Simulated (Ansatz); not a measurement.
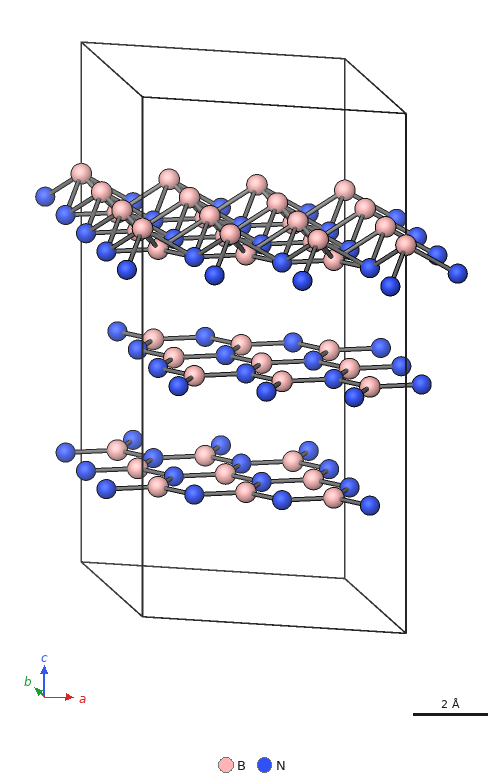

**Figure 1.** The input geometry (ball-and-stick view of the 3 × 3 repeat of the cell, with the vacuum cut short, seen slightly off an axis; bonded neighbours outside the cell are drawn too). Near neighbours in the crystal (not all of them lie inside the picture): B has 3 N at 1.45 Å; N has 3 B at 1.45 Å; B has 3 B at 1.68 Å and 3 N at 1.45 to 1.68 Å; N has 6 B at 1.45 to 1.68 Å.

## Geometry relaxation, with input and output: B4N3 (part 1 of 3)

The run: geometry relaxation of B4N3 (slab, 7 atoms in the cell). Method and program: DFT PBE+D3(BJ), scalar-relativistic, plane waves, PAW, spin-polarised (Ansatz 0.2.0).

The structure derives from an entry of the Crystallography Open Database. The input holds or restrains some coordinates. It belongs to a series of runs on one base structure; here: B put at a hollow N-B site.

## The program's output
```
Engine: ansatz 0.2.0, x86_64-unknown-linux-gnu
Pseudopotentials: kind: paw
Pseudopotential: B, paw, valence charge 3, recommended cutoff 420 eV (normal), B.paw.azcp
Pseudopotential: N, paw, valence charge 5, recommended cutoff 420 eV (normal), N.paw.azcp
Functional definition: PBE
  parameter kappa = 0.804
  parameter beta = 0.06672455060314922
  exchange = pbe_x(kappa = kappa, mu = beta*pi^2/3)
  correlation = pbe_c(beta = beta)
Crystal: 7 atoms, lattice volume = 139.370 Å³
Basis set: ecut = 420 eV, 2719 PW (Γ), exchange–correlation on 36×36×360 points (8 copies of the dense FFT grid, shifted against one another)
Bands: 21, of which v1, the nominal top of the filled ones, is band 14 counted from 1 (13 counted from 0)
Symmetry: 6 space group operations
k-points: 19 of 144 (time reversal used)
Non-local potential: B, projectors of the file, l = 0: 2, l = 1: 2, l = 2: 1
Non-local potential: N, projectors of the file, l = 0: 2, l = 1: 2, l = 2: 1
PAW form: soft (Blöchl's): semilocal exchange-correlation on the pseudo side does not see the compensation charge
PAW one-centre angular grid: B, 110 points (default); XC on 64 Gauss nodes
PAW one-centre angular grid: N, 110 points (default); XC on 64 Gauss nodes
Starting moments: Σ|m| = 1 μB on 1 of 7 sites
Initial wavefunctions: pseudopotential atomic-orbital guess
Functional: x = pbe(κ = 0.804, μ = 0.2195149727645171), c = pbe(β = 0.06672455060314922)
SCF iter   1: F=—  HF=-1777.935066 eV  |F-HF|=—  |Δ(HF+E_count)|=         —  Δρ=4.84e-2 (↑4.84e-2 ↓4.81e-2)  dr2=1.37e1  dr2_m=6.96e-2  M=0.410 μB ∫|m|=0.421 μB  β_m=0.30  ethr=3.10e-3  p=-0.000 e·Å  D=-1.32e-8 V/Å  ΔV_dip=0.00 eV  dr2_dipole=2.94e-4  V_vac-E_F(+/−)=7.59/7.59 eV  ⟨swp⟩=9.5  Hψ=5451  notcnv=0  defer=4
efield: sawtooth ramp at fractional position 0.9577 (placed from the atoms, in the widest stretch of the axis that holds none; the zero of the levels goes with the place), width 0.0400; the density the first Hamiltonian is built on has a dipole p = -0.000 e·Å; the dipole correction subtracts the counter field D = -1.32e-8 V/Å, which shifts the + side's vacuum level by +0.00 eV against the − side's; the planar-averaged density in the ramp window peaks in size at 2.2e-7 e/Å³
preconditioner: auto → none  [insulator: Δε(μ)=0.088 eV  Ē_g=15.868 eV  σ=0.050 eV  W_gap=0.61  n_scr=16 (ndim 8)  ℏωp=16.0 eV  f_vac=0.554  D(μ)=1.32/eV (n_scr^D=10)  ε∞_Penn≈2.0]
SCF iter   2: F=—  HF=-1774.021569 eV  |F-HF|=—  |Δ(HF+E_count)|=    3.91e0  Δρ=2.16e-2 (↑2.16e-2 ↓2.03e-2)  dr2=2.67e0  dr2_m=1.62e-2  M=0.798 μB ∫|m|=0.798 μB  β_m=1.00  ethr=3.10e-3  p=-0.006 e·Å  D=-8.29e-3 V/Å  ΔV_dip=0.21 eV  dr2_dipole=1.39e-1  V_vac-E_F(+/−)=5.19/4.97 eV  ⟨swp⟩=3.9  Hψ=2214  notcnv=0  defer=99  κ⁻¹=1.0e0(r=1)
SCF iter   3: F=—  HF=-1773.845956 eV  |F-HF|=—  |Δ(HF+E_count)|=   1.76e-1  Δρ=1.82e-2 (↑1.82e-2 ↓1.40e-2)  dr2=8.04e0  dr2_m=3.27e-2  M=0.423 μB ∫|m|=0.429 μB  β_m=0.30  ethr=3.10e-3  p=-0.156 e·Å  D=-2.02e-1 V/Å  ΔV_dip=5.18 eV  dr2_dipole=2.87e0  V_vac-E_F(+/−)=7.43/2.25 eV  ⟨swp⟩=4.4  Hψ=1956  notcnv=0  defer=81  κ⁻¹=4.7e-1(r=2)
SCF iter   4: F=—  HF=-1773.479752 eV  |F-HF|=—  |Δ(HF+E_count)|=   3.66e-1  Δρ=1.13e-2 (↑1.11e-2 ↓1.13e-2)  dr2=6.13e-1  dr2_m=2.50e-3  M=0.538 μB ∫|m|=0.541 μB  β_m=0.30  ethr=3.10e-3  p=0.011 e·Å  D=1.42e-2 V/Å  ΔV_dip=-0.36 eV  dr2_dipole=4.14e-2  V_vac-E_F(+/−)=6.01/6.38 eV  ⟨swp⟩=3.3  Hψ=1637  notcnv=0  defer=99  κ⁻¹=3.1e-2(r=3)
SCF iter   5: F=—  HF=-1773.345588 eV  |F-HF|=—  |Δ(HF+E_count)|=   1.34e-1  Δρ=7.31e-3 (↑7.31e-3 ↓7.30e-3)  dr2=2.03e-1  dr2_m=1.35e-3  M=0.546 μB ∫|m|=0.548 μB  β_m=1.00  ethr=2.27e-3  p=-0.027 e·Å  D=-3.51e-2 V/Å  ΔV_dip=0.90 eV  dr2_dipole=3.43e-2  V_vac-E_F(+/−)=5.42/4.52 eV  ⟨swp⟩=2.6  Hψ=1343  notcnv=0  defer=91  κ⁻¹=3.3e-3(r=4)
SCF iter   6: F=—  HF=-1773.309474 eV  |F-HF|=—  |Δ(HF+E_count)|=   3.61e-2  Δρ=2.16e-3 (↑2.16e-3 ↓2.04e-3)  dr2=3.15e-2  dr2_m=3.04e-4  M=0.520 μB ∫|m|=0.522 μB  β_m=0.30  ethr=7.52e-4  p=-0.063 e·Å  D=-8.21e-2 V/Å  ΔV_dip=2.10 eV  dr2_dipole=8.53e-3  V_vac-E_F(+/−)=5.34/3.24 eV  ⟨swp⟩=3.4  Hψ=1730  notcnv=0  defer=95  κ⁻¹=1.3e-4(r=5)
SCF iter   7: F=—  HF=-1773.304975 eV  |F-HF|=—  |Δ(HF+E_count)|=   4.50e-3  Δρ=1.15e-3 (↑1.10e-3 ↓1.15e-3)  dr2=1.14e-2  dr2_m=9.83e-5  M=0.516 μB ∫|m|=0.518 μB  β_m=1.20  ethr=1.17e-4  p=-0.074 e·Å  D=-9.65e-2 V/Å  ΔV_dip=2.47 eV  dr2_dipole=2.66e-3  V_vac-E_F(+/−)=5.46/2.99 eV  ⟨swp⟩=2.4  Hψ=873  notcnv=0  defer=95
Mixer restart at iter 7: flushing history
spin-set hold released at iteration 7 (site moments contracting): the magnetisation degrees of freedom join the quasi-Newton model from the next iteration; the mixer history was flushed
SCF iter   8: F=—  HF=-1773.301662 eV  |F-HF|=—  |Δ(HF+E_count)|=   3.31e-3  Δρ=8.61e-4 (↑8.61e-4 ↓8.33e-4)  dr2=4.27e-3  dr2_m=1.16e-5  M=0.514 μB ∫|m|=0.516 μB  β_m=1.20  ethr=4.21e-5  p=-0.094 e·Å  D=-1.21e-1 V/Å  ΔV_dip=3.11 eV  dr2_dipole=3.29e-5  V_vac-E_F(+/−)=5.48/2.36 eV  ⟨swp⟩=3.3  Hψ=1592  notcnv=0  defer=89  κ⁻¹=1.0e0(r=1)
density mixer auto → broyden: no gap read (density of states about μ 0.71 of a free-electron gas's, 16 screened modes)
SCF iter   9: F=—  HF=-1773.301325 eV  |F-HF|=—  |Δ(HF+E_count)|=   3.38e-4  Δρ=7.19e-4 (↑7.19e-4 ↓5.96e-4)  dr2=2.81e-3  dr2_m=3.25e-5  M=0.515 μB ∫|m|=0.516 μB  β_m=1.20  ethr=1.58e-5  p=-0.092 e·Å  D=-1.19e-1 V/Å  ΔV_dip=3.05 eV  dr2_dipole=2.95e-4  V_vac-E_F(+/−)=5.41/2.36 eV  ⟨swp⟩=2.0  Hψ=891  notcnv=0  defer=89  κ⁻¹=2.7e-1(r=2)
SCF iter  10: F=—  HF=-1773.301010 eV  |F-HF|=—  |Δ(HF+E_count)|=   3.15e-4  Δρ=4.26e-4 (↑4.22e-4 ↓4.26e-4)  dr2=7.30e-4  dr2_m=9.95e-7  M=0.514 μB ∫|m|=0.516 μB  β_m=1.20  ethr=1.04e-5  p=-0.096 e·Å  D=-1.24e-1 V/Å  ΔV_dip=3.18 eV  dr2_dipole=1.16e-6  V_vac-E_F(+/−)=5.46/2.28 eV  ⟨swp⟩=1.9  Hψ=817  notcnv=0  defer=89  κ⁻¹=2.7e-2(r=3)
SCF iter  11: F=—  HF=-1773.300983 eV  |F-HF|=—  |Δ(HF+E_count)|=   2.71e-5  Δρ=1.59e-4 (↑1.59e-4 ↓1.38e-4)  dr2=6.25e-5  dr2_m=3.57e-6  M=0.514 μB ∫|m|=0.516 μB  β_m=1.20  ethr=2.70e-6  p=-0.097 e·Å  D=-1.27e-1 V/Å  ΔV_dip=3.24 eV  dr2_dipole=1.35e-6  V_vac-E_F(+/−)=5.46/2.22 eV  ⟨swp⟩=2.4  Hψ=1167  notcnv=0  defer=89  κ⁻¹=1.2e-3(r=4)
SCF iter  12: F=—  HF=-1773.300994 eV  |F-HF|=—  |Δ(HF+E_count)|=   1.17e-5  Δρ=6.21e-5 (↑6.21e-5 ↓6.15e-5)  dr2=1.02e-5  dr2_m=7.32e-8  M=0.514 μB ∫|m|=0.516 μB  β_m=1.20  ethr=8.33e-8  p=-0.097 e·Å  D=-1.26e-1 V/Å  ΔV_dip=3.23 eV  dr2_dipole=1.26e-7  V_vac-E_F(+/−)=5.45/2.21 eV  ⟨swp⟩=23.9  Hψ=9503  notcnv=0  κ⁻¹=4.2e-4(r=5)
SCF iter  13: F=—  HF=-1773.300997 eV  |F-HF|=—  |Δ(HF+E_count)|=   3.23e-6  Δρ=1.88e-5 (↑1.81e-5 ↓1.88e-5)  dr2=1.15e-6  dr2_m=7.86e-8  M=0.514 μB ∫|m|=0.516 μB  β_m=1.20  ethr=3.78e-8  p=-0.097 e·Å  D=-1.26e-1 V/Å  ΔV_dip=3.23 eV  dr2_dipole=2.02e-9  V_vac-E_F(+/−)=5.45/2.22 eV  ⟨swp⟩=13.9  Hψ=6884  notcnv=0  κ⁻¹=6.9e-5(r=6)
SCF iter  14: F=-1773.300998 eV  HF=-1773.300998 eV  |F-HF|=1.94e-8  |Δ(HF+E_count)|=   3.73e-7  Δρ=7.38e-6 (↑7.38e-6 ↓6.34e-6)  dr2=1.59e-7  dr2_m=8.96e-9  M=0.514 μB ∫|m|=0.516 μB  ethr=4.26e-9  p=-0.097 e·Å  D=-1.26e-1 V/Å  ΔV_dip=3.23 eV  dr2_dipole=9.63e-10  V_vac-E_F(+/−)=5.45/2.22 eV  ⟨swp⟩=13.0  Hψ=6484  notcnv=0
SCF 1 converged in 14 iterations: F = -1773.300998 eV  dr2 = 1.59e-7
  greatest PAW one-centre occupation: 0.812 electrons in one spin orbital (limit 2), on the N atom at site 5 (counted from 0), in its partial waves of l = 0
relax step   1: F+E_penalty+E_count = -1773.30099788 eV  Δ(F+E_penalty+E_count) = +0.000e0 eV  max|allowed force component| = 7.601e0 eV/Å  Δτ_max = 0.0000 Å  (14 SCF iters, dr2 threshold 2.25e-5 eV, accepted)
Initial density: handed on by an earlier stage of this run
Starting moments: Σ|m| = 1 μB on 1 of 7 sites; this step starts from the density that it was given
Initial wavefunctions: those handed on with the density
iter 1 solved again at ethr=8.77e-4 eV; its pass at ethr=3.10e-3 eV (dr2=2.37e-1 eV) is discarded
SCF iter   1: F=—  HF=-1774.585042 eV  |F-HF|=—  |Δ(HF+E_count)|=         —  Δρ=6.31e-3 (↑6.31e-3 ↓4.59e-3)  dr2=2.24e-1  dr2_m=3.46e-3  M=0.579 μB ∫|m|=0.579 μB  β_m=1.20  ethr=8.77e-4  p=-0.097 e·Å  D=-1.26e-1 V/Å  ΔV_dip=3.23 eV  dr2_dipole=3.39e-4  V_vac-E_F(+/−)=5.21/1.98 eV  ⟨swp⟩=1.3  Hψ=3819  notcnv=0  defer=82
efield: sawtooth ramp at fractional position 0.9577 (handed on by an earlier solve), width 0.0400; the density the first Hamiltonian is built on has a dipole p = -0.097 e·Å; the dipole correction subtracts the counter field D = -1.26e-1 V/Å, which shifts the + side's vacuum level by +3.23 eV against the − side's; the planar-averaged density in the ramp window peaks in size at 3.6e-7 e/Å³
preconditioner: auto → none  [insulator: Δε(μ)=0.108 eV  Ē_g=14.776 eV  σ=0.050 eV  W_gap=0.85  n_scr=16 (ndim 8)  ℏωp=16.2 eV  f_vac=0.563  D(μ)=0.89/eV (n_scr^D=8)  ε∞_Penn≈2.2]
SCF iter   2: F=—  HF=-1774.530623 eV  |F-HF|=—  |Δ(HF+E_count)|=   5.44e-2  Δρ=2.95e-3 (↑2.49e-3 ↓2.95e-3)  dr2=4.32e-2  dr2_m=6.62e-4  M=0.623 μB ∫|m|=0.624 μB  β_m=0.33  ethr=8.30e-4  p=-0.104 e·Å  D=-1.35e-1 V/Å  ΔV_dip=3.45 eV  dr2_dipole=3.27e-3  V_vac-E_F(+/−)=5.86/2.41 eV  ⟨swp⟩=2.6  Hψ=1228  notcnv=0  defer=83
preconditioner: auto → LDOS  [metal: Δε(μ)=0.043 eV  Ē_g=14.737 eV  σ=0.050 eV  W_gap=0.40  n_scr=16 (ndim 8)  ℏωp=16.2 eV  f_vac=0.563  D(μ)=1.39/eV (n_scr^D=10)]
spin=Collinear: LDOS preconditioning applied to the charge; magnetization (m = ρ↑ − ρ↓) channel mixes plain (no charge-response kernel on spin).
density mixer auto → msr1: a metal under ldos (density of states about μ 0.66 of a free-electron gas's, 16 screened modes)
SCF iter   3: F=—  HF=-1774.525595 eV  |F-HF|=—  |Δ(HF+E_count)|=   5.03e-3  Δρ=2.04e-3 (↑1.65e-3 ↓2.04e-3)  dr2=1.91e-2  dr2_m=6.29e-4  M=0.637 μB ∫|m|=0.637 μB  β_m=0.58  ethr=1.60e-4  p=-0.100 e·Å  D=-1.29e-1 V/Å  ΔV_dip=3.32 eV  dr2_dipole=1.88e-3  V_vac-E_F(+/−)=5.78/2.47 eV  ⟨swp⟩=1.7  Hψ=1198  notcnv=0  defer=94
SCF iter   4: F=—  HF=-1774.523289 eV  |F-HF|=—  |Δ(HF+E_count)|=   2.31e-3  Δρ=6.40e-4 (↑4.93e-4 ↓6.40e-4)  dr2=1.08e-3  dr2_m=2.51e-4  M=0.667 μB ∫|m|=0.667 μB  β_m=0.62  ethr=7.08e-5  p=-0.087 e·Å  D=-1.13e-1 V/Å  ΔV_dip=2.89 eV  dr2_dipole=6.21e-7  V_vac-E_F(+/−)=5.59/2.70 eV  ⟨swp⟩=2.1  Hψ=1168  notcnv=0  defer=94
SCF iter   5: F=—  HF=-1774.523598 eV  |F-HF|=—  |Δ(HF+E_count)|=   3.09e-4  Δρ=3.53e-4 (↑2.61e-4 ↓3.53e-4)  dr2=1.90e-4  dr2_m=8.95e-5  M=0.676 μB ∫|m|=0.677 μB  β_m=0.68  ethr=4.00e-6  p=-0.089 e·Å  D=-1.16e-1 V/Å  ΔV_dip=2.96 eV  dr2_dipole=1.55e-5  V_vac-E_F(+/−)=5.56/2.60 eV  ⟨swp⟩=2.1  Hψ=1469  notcnv=0  defer=94
SCF iter   6: F=—  HF=-1774.523784 eV  |F-HF|=—  |Δ(HF+E_count)|=   1.86e-4  Δρ=1.03e-4 (↑9.12e-5 ↓1.03e-4)  dr2=3.52e-5  dr2_m=7.53e-6  M=0.682 μB ∫|m|=0.682 μB  β_m=0.68  ethr=7.02e-7  p=-0.087 e·Å  D=-1.13e-1 V/Å  ΔV_dip=2.90 eV  dr2_dipole=7.24e-6  V_vac-E_F(+/−)=5.55/2.65 eV  ⟨swp⟩=2.0  Hψ=1380  notcnv=0  defer=94
iter 7 did not close the SCF: its close was put off for a magnetic moment that had not settled (scf_convergence_deferred on its scf_iter line)
SCF iter   7: F=-1774.523789 eV  HF=-1774.523796 eV  |F-HF|=7.09e-6  |Δ(HF+E_count)|=   1.25e-5  Δρ=5.50e-5 (↑4.99e-5 ↓5.50e-5)  dr2=1.25e-5  dr2_m=1.87e-6  M=0.683 μB ∫|m|=0.683 μB  β_m=0.60  ethr=1.30e-7  p=-0.088 e·Å  D=-1.15e-1 V/Å  ΔV_dip=2.94 eV  dr2_dipole=7.61e-7  V_vac-E_F(+/−)=5.55/2.61 eV  ⟨swp⟩=21.9  Hψ=8710  notcnv=0
iter 8 did not close the SCF: its close was put off for a magnetic moment that had not settled (scf_convergence_deferred on its scf_iter line)
SCF iter   8: F=-1774.523797 eV  HF=-1774.523796 eV  |F-HF|=9.57e-7  |Δ(HF+E_count)|=   4.31e-7  Δρ=2.64e-5 (↑2.12e-5 ↓2.64e-5)  dr2=7.09e-7  dr2_m=6.37e-7  M=0.683 μB ∫|m|=0.684 μB  β_m=0.67  ethr=4.62e-8  p=-0.088 e·Å  D=-1.14e-1 V/Å  ΔV_dip=2.93 eV  dr2_dipole=1.01e-10  V_vac-E_F(+/−)=5.55/2.62 eV  ⟨swp⟩=14.3  Hψ=7243  notcnv=0
SCF iter   9: F=-1774.523798 eV  HF=-1774.523798 eV  |F-HF|=8.70e-8  |Δ(HF+E_count)|=   1.67e-6  Δρ=1.10e-5 (↑1.04e-5 ↓1.10e-5)  dr2=4.02e-7  dr2_m=8.44e-8  M=0.683 μB ∫|m|=0.684 μB  ethr=2.63e-9  p=-0.088 e·Å  D=-1.15e-1 V/Å  ΔV_dip=2.93 eV  dr2_dipole=2.10e-8  V_vac-E_F(+/−)=5.55/2.62 eV  ⟨swp⟩=12.8  Hψ=6647  notcnv=0
SCF 2 converged in 9 iterations: F = -1774.523798 eV  dr2 = 4.02e-7
  greatest PAW one-centre occupation: 0.815 electrons in one spin orbital (limit 2), on the N atom at site 5 (counted from 0), in its partial waves of l = 0
relax step   2: F+E_penalty+E_count = -1774.52379806 eV  Δ(F+E_penalty+E_count) = -1.223e0 eV  max|allowed force component| = 8.550e0 eV/Å  Δτ_max = 0.0863 Å  (9 SCF iters, dr2 threshold 1.00e-4 eV, accepted)
[... from here on the SCF iterations and repeated set-up lines of each step are left out, up to the last step ...]
SCF 3 converged in 12 iterations: F = -1777.486238 eV  dr2 = 6.28e-9
relax step   3: F+E_penalty+E_count = -1777.48623787 eV  Δ(F+E_penalty+E_count) = -2.962e0 eV  max|allowed force component| = 6.292e0 eV/Å  Δτ_max = 0.1950 Å  (12 SCF iters, dr2 threshold 1.00e-4 eV, accepted)
SCF 4 converged in 23 iterations: F = -1778.850210 eV  dr2 = 1.85e-8
relax step   4: F+E_penalty+E_count = -1778.85021047 eV  Δ(F+E_penalty+E_count) = -1.364e0 eV  max|allowed force component| = 3.265e0 eV/Å  Δτ_max = 0.1950 Å  (23 SCF iters, dr2 threshold 1.00e-4 eV, accepted)
SCF 5 converged in 10 iterations: F = -1779.420938 eV  dr2 = 8.49e-8
relax step   5: F+E_penalty+E_count = -1779.42093790 eV  Δ(F+E_penalty+E_count) = -5.707e-1 eV  max|allowed force component| = 2.703e0 eV/Å  Δτ_max = 0.1943 Å  (10 SCF iters, dr2 threshold 1.00e-4 eV, accepted)
SCF 6 converged in 11 iterations: F = -1779.923084 eV  dr2 = 3.16e-8
relax step   6: F+E_penalty+E_count = -1779.92308376 eV  Δ(F+E_penalty+E_count) = -5.021e-1 eV  max|allowed force component| = 1.317e0 eV/Å  Δτ_max = 0.2000 Å  (11 SCF iters, dr2 threshold 1.00e-4 eV, accepted)
SCF 7 converged in 9 iterations: F = -1780.206115 eV  dr2 = 5.42e-8
relax step   7: F+E_penalty+E_count = -1780.20611540 eV  Δ(F+E_penalty+E_count) = -2.830e-1 eV  max|allowed force component| = 1.102e0 eV/Å  Δτ_max = 0.1951 Å  (9 SCF iters, dr2 threshold 1.00e-4 eV, accepted)
SCF 8 converged in 11 iterations: F = -1780.375105 eV  dr2 = 2.44e-9
relax step   8: F+E_penalty+E_count = -1780.37510526 eV  Δ(F+E_penalty+E_count) = -1.690e-1 eV  max|allowed force component| = 8.829e-1 eV/Å  Δτ_max = 0.1951 Å  (11 SCF iters, dr2 threshold 1.00e-4 eV, accepted)
SCF 9 converged in 13 iterations: F = -1780.468359 eV  dr2 = 1.69e-7
```
